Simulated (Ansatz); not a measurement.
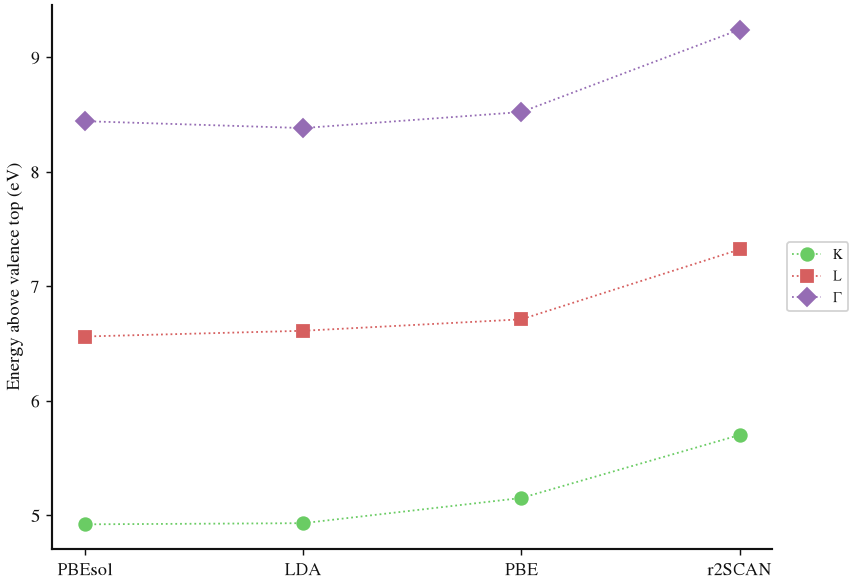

Lowest conduction level at each named k point, counted from the valence-band top at Γ, by several methods on one cell of wurtzite BN, space group P6_3mc (No. 186), 4 atoms in the cell, volume scaled by a factor 0.96; a = 2.519 Å, c = 4.170 Å (hexagonal axes). All runs are without spin-orbit coupling and carry no moments. The cell is at 16 GPa in PBE.

Does r2SCAN shift these levels rigidly from PBE?

Answer. The shifts are +0.55 eV at K, +0.61 eV at L and +0.72 eV at Γ, and at points that aren't plotted +0.75 eV (A), +0.59 eV (M) and +0.71 eV (H): over the named points that both runs hold, a spread of 0.20 eV on a mean of 0.65 eV, so one shift describes them only roughly.

How do the methods rank at K?

Answer. From low to high: PBEsol 4.92, LDA 4.93, PBE 5.15, r2SCAN 5.70 eV. Too close to rank are PBEsol against LDA.

Do the methods agree on which of these conduction levels is lowest?

Answer. Yes: all put it at K.

```
method  program  K (eV)  L (eV)  Γ (eV)
PBEsol   Ansatz    4.92    6.56    8.44
   LDA   Ansatz    4.93    6.61    8.38
   PBE   Ansatz    5.15    6.71    8.52
r2SCAN   Ansatz    5.70    7.32    9.24
```

Settings. PBEsol: Ansatz PAW, 12×12×6 k mesh, 420 eV cutoff, Fermi-Dirac smearing of 0.05 eV (Ansatz 0.2.0). LDA: Ansatz PAW, 12×12×6 k mesh, 420 eV cutoff, Fermi-Dirac smearing of 0.05 eV (Ansatz). PBE: Ansatz PAW, 12×12×6 k mesh, 420 eV cutoff, Fermi-Dirac smearing of 0.05 eV (Ansatz 0.2.0). r2SCAN: Ansatz PAW, 12×12×6 k mesh, 500 eV cutoff, Fermi-Dirac smearing of 0.05 eV (Ansatz 0.2.0).

LDA, GGA and most meta-GGA functionals understate gaps. The usual form of BN is layered hexagonal. PBEsol, LDA and r2SCAN: the PAW data sets were made with another functional.
